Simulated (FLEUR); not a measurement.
**Energy of NaCl along an even scaling of the cell**

System: NaCl (Pm-3m, 2 atoms in the cell).
Method: Kohn-Sham DFT of a periodic cell, PBEsol, all-electron, no spin polarisation (FLEUR MaX-R8.1 (later development tree)).

The 5 runs differ only in the geometry, by an even scaling of the cell at fixed fractional positions. The structure derives from a Materials Project entry.

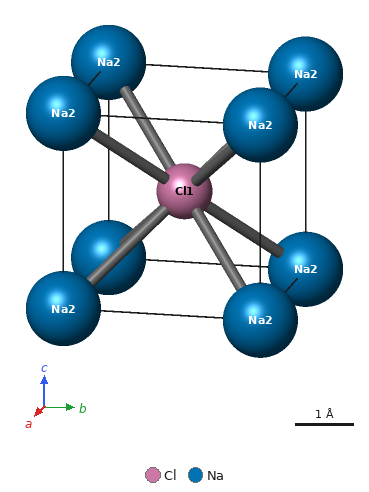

Figure 1. The structure of run 3 (ball-and-stick view of the cell of the calculation, seen slightly off an axis; atoms are numbered from 1 in the order of the input).

## Input of run 3
```
<?xml version="1.0" encoding="UTF-8" standalone="no"?>
<fleurInput fleurInputVersion="0.39">
   <comment>
      NaCl                                                                                                
   </comment>
   <calculationSetup>
      <cutoffs Kmax="4.1" Gmax="12.7" GmaxXC="12.7" numbands="0"/>
      <scfLoop itmax="60" minDistance="0.00001" maxIterBroyd="15" imix="Anderson" alpha="0.05" precondParam="0.0" spinf="2.0" sdNocoIR="T"/>
      <coreElectrons ctail="T" frcor="F" kcrel="0" coretail_lmax="0"/>
      <xcFunctional name="PBEs" relativisticCorrections="F"/>
      <magnetism jspins="1"/>
      <soc l_soc="F" theta="0.0" phi="0.0" spav="F"/>
      <expertModes spex="0" secvar="F"/>
      <geometryOptimization l_f="F" forcealpha="1.0" forcemix="BFGS" epsdisp="0.00001" epsforce="0.00001"/>
      <ldaU l_linMix="F" mixParam="0.05" spinf="1.0"/>
   </calculationSetup>
   <cell>
      <bzIntegration valenceElectrons="16.0" mode="hist" fermiSmearingEnergy="0.00183747">
         <kPointListSelection listName="default-1"/>
         <!-- k-points included here -->
         <xi:include xmlns:xi="http://www.w3.org/2001/XInclude" href="kpts.xml"> </xi:include>
      </bzIntegration>
      <!-- symmetry operations included here -->
      <xi:include xmlns:xi="http://www.w3.org/2001/XInclude" href="sym.xml"> </xi:include>
      <bulkLattice scale="1.0000000000">
         <bravaisMatrix>
            <row-1>    6.6181799363128739     0.0000000000000000     0.0000000000000000</row-1>
            <row-2>    0.0000000000000000     6.6181799363128739     0.0000000000000000</row-2>
            <row-3>    0.0000000000000000     0.0000000000000000     6.6181799363128739</row-3>
         </bravaisMatrix>
      </bulkLattice>
   </cell>
   <atomSpecies>
      <species name="Chlorine (Cl)" element="Cl" atomicNumber="17">
         <mtSphere radius="2.57" gridPoints="877" logIncrement="0.014"/>
         <atomicCutoffs lmax="11" lnonsphr="8"/>
         <electronConfig flipSpins="F">
            <coreConfig>(1s1/2) (2s1/2) (2p1/2) (2p3/2)</coreConfig>
            <valenceConfig>(3s1/2) (3p1/2) (3p3/2)</valenceConfig>
            <stateOccupation state="(3p1/2)" spinUp="0.833333" spinDown="0.833333"/>
            <stateOccupation state="(3p3/2)" spinUp="1.666667" spinDown="1.666667"/>
         </electronConfig>
         <energyParameters s="3" p="3" d="3" f="4"/>
         <lo type="SCLO" l="0" n="3" eDeriv="2"/>
         <lo type="SCLO" l="1" n="3" eDeriv="2"/>
         <lo type="SCLO" l="2" n="3" eDeriv="2"/>
         <lo type="SCLO" l="3" n="4" eDeriv="2"/>
      </species>
      <species name="Sodium (Na)" element="Na" atomicNumber="11">
         <mtSphere radius="2.57" gridPoints="877" logIncrement="0.013"/>
         <atomicCutoffs lmax="11" lnonsphr="8"/>
         <electronConfig flipSpins="F">
            <coreConfig>(1s1/2)</coreConfig>
            <valenceConfig>(2s1/2) (2p1/2) (2p3/2) (3s1/2)</valenceConfig>
            <stateOccupation state="(3s1/2)" spinUp="0.500000" spinDown="0.500000"/>
         </electronConfig>
         <energyParameters s="3" p="2" d="3" f="4"/>
         <lo type="SCLO" l="0" n="2" eDeriv="0"/>
         <lo type="HELO" l="1" n="3" eDeriv="0"/>
         <lo type="HELO" l="1" n="3" eDeriv="1"/>
         <lo type="SCLO" l="2" n="3" eDeriv="2"/>
         <lo type="SCLO" l="3" n="4" eDeriv="2"/>
      </species>
   </atomSpecies>
   <atomGroups>
      <atomGroup species="Chlorine (Cl)">
         <relPos label="                   1">1.000/2.000 1.000/2.000 1.000/2.000</relPos>
         <force calculate="T" relaxXYZ="TTT"/>
      </atomGroup>
      <atomGroup species="Sodium (Na)">
         <relPos label="                   2">.0000000000 .0000000000 .0000000000</relPos>
         <force calculate="T" relaxXYZ="TTT"/>
      </atomGroup>
   </atomGroups>
   <output dos="F" band="F" slice="F">
      <checks vchk="F" cdinf="F"/>
      <bandDOS minEnergy="-.5*Htr" maxEnergy="0.5*Htr" sigma="0.015" storeEVData="T"/>
      <vacuumDOS vacdos="F" integ="F" star="F" nstars="0" locx1="0.0" locy1="0.0" locx2="0.0" locy2="0.0" nstm="0" tworkf="0.0"/>
      <unfoldingBand unfoldBand="F" supercellX="1" supercellY="1" supercellZ="1"/>
      <plotting iplot="0" polar="F">
         <plot TwoD="T" vec1="  1.0  0.0  0.0" vec2="  0.0  1.0  0.0" vec3="  0.0  0.0  1.0" zero="  0.0  0.0  0.0" file="plot"/>
      </plotting>
      <chargeDensitySlicing numkpt="0" minEigenval="0.0" maxEigenval="0.0" nnne="0" pallst="F"/>
      <specialOutput eonly="F"/>
      <moessbauerParams electricFieldGradient="T" isomerShift="T" coreHyperfine="T" valenceHyperfine="T"/>
      <magneticCircularDichroism mcd="F" energyLo="-10.0" energyUp="0.0"/>
   </output>
  <!-- We include the file relax.xml here to enable relaxations (see documentation) -->
  <xi:include xmlns:xi="http://www.w3.org/2001/XInclude" href="relax.xml"> <xi:fallback/> </xi:include>
</fleurInput>
```

Command:
```bash
inpgen -f crystal.txt -profile fastHighL; fleur_MPI
```

Run 2 has the same physical settings and fractional positions; its lattice vectors (Å) are:
```
   3.454857    0.000000    0.000000
   0.000000    3.454857    0.000000
   0.000000    0.000000    3.454857
```

## Results, with one run withheld

```csv
run,volume per atom (Å³),"free energy per atom, from the lowest run given (meV)",gap on the mesh (eV)
1,20.189,0.00,4.04
2,20.619,?,?
3,21.478,3.57,3.84
4,22.337,12.33,3.72
5,22.766,18.22,3.67
```

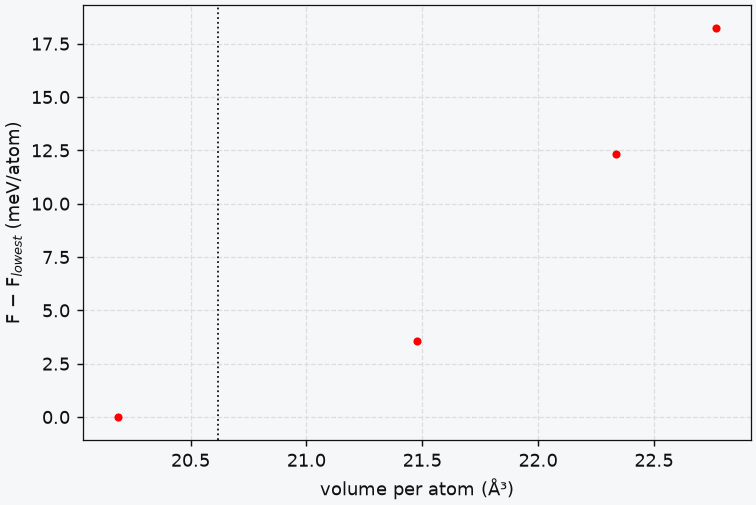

Figure 2. Free energy per atom of the runs given; the dotted line marks run 2.

Estimate the energy of run 2 from the others.

A quadratic polynomial in V^(−2/3) (the Birch–Murnaghan form), fitted to the 4 runs given, misses them by at most 0.01 meV per atom. With x = V^(−2/3) − 0.12872 Å⁻², it reads F = 4.9977 − 2185.5 x + 2.2316e+05 x² (meV per atom). At run 2 it gives −0.27 meV per atom, and the run itself gives −0.30. The fit has its minimum at 20.474 Å³ per atom, where V d²F/dV² gives 27.7 GPa: the bulk modulus at this level, since symmetry fixes the shape and the positions. The gap on the mesh goes, without turning, from 4.04 eV in run 1 to 3.67 eV in run 5; run 2 has 3.97 eV. These are gaps of this functional on this mesh, which can miss the band edges; they aren't the measured gap.

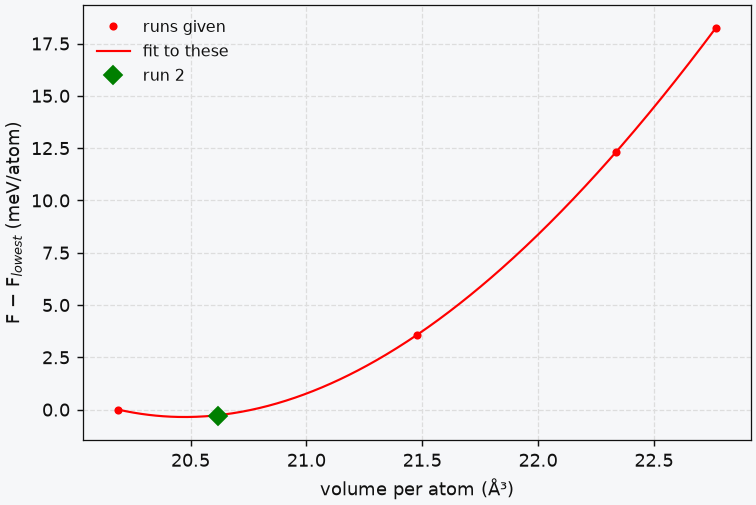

Figure 3. The fit and the withheld run.

## Output (run 2)
```
Welcome to FLEUR        (www.flapw.de)
      MaX-Release 8.1          (www.max-centre.eu)

 ========== k-point set info ==========
 Selected k-point list: default-1
 k-point list type: mesh
 8 x 8 x 8
 Number of k points: 35

 ------------Calculation Setup---------------------------
 Number of MPI-tasks      :            1
 Number of PE/node        :            1
 Number of OMP-threads    :            1
 Most efficient MPI parallelization for:
           1           5           7          35
 Additional eigenvalue parallelization possible
 Number of basis functions:          411
 Approximate size of matrices (H+S) per k-point:         0.003 GB
 --------------------------------------------------------

 Iteration:     1   Distance:       4.63238428 me/bohr^3

 Iteration:     2   Distance:       4.12705001 me/bohr^3

 Iteration:     3   Distance:       1.68721982 me/bohr^3

 Iteration:     4   Distance:       0.60527834 me/bohr^3

 Iteration:     5   Distance:       0.34889780 me/bohr^3

 Iteration:     6   Distance:       0.18953708 me/bohr^3

 Iteration:     7   Distance:       0.04079070 me/bohr^3

 Iteration:     8   Distance:       0.02809561 me/bohr^3

 Iteration:     9   Distance:       0.02814360 me/bohr^3

 Iteration:    10   Distance:       0.00117019 me/bohr^3

 Iteration:    11   Distance:       0.00036695 me/bohr^3

 Iteration:    12   Distance:       0.00006372 me/bohr^3

 Iteration:    13   Distance:       0.00000371 me/bohr^3

 ********************************************************************
 Run finished successfully
 Stop message:
   all done
 ********************************************************************
```
